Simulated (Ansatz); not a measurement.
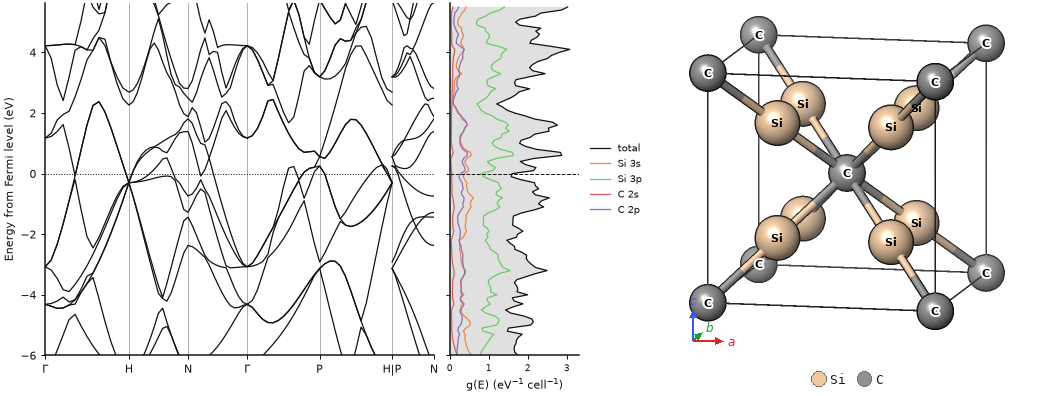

Band structure and density of states, beside the structure. Energies are counted from the Fermi level. The partial curves are projected on Löwdin-orthogonalised atomic shells.

System: Si$_{4}$C, space group Im-3m, 5 atoms in the cell.

Method: DFT PBE, scalar-relativistic, plane waves, PAW, no spin polarisation, 10×10×10 k mesh, 420 eV cutoff (Ansatz).

Q: Does this material conduct, going by its bands?

A: A metal: 4 bands cross the Fermi level along this path.

Q: What is the density of states at the Fermi level?

A: The density of states at the Fermi level is about 1.9 per eV and cell (mean within 0.25 eV), or 0.37 per atom.

Q: Which levels at P lie nearest to the Fermi level?

A: At P the nearest levels lie 2.92 eV below and 0.25 eV above the Fermi level.

The structure is an invented one, so it need not be a known or stable phase. The starting guess was a poor one.
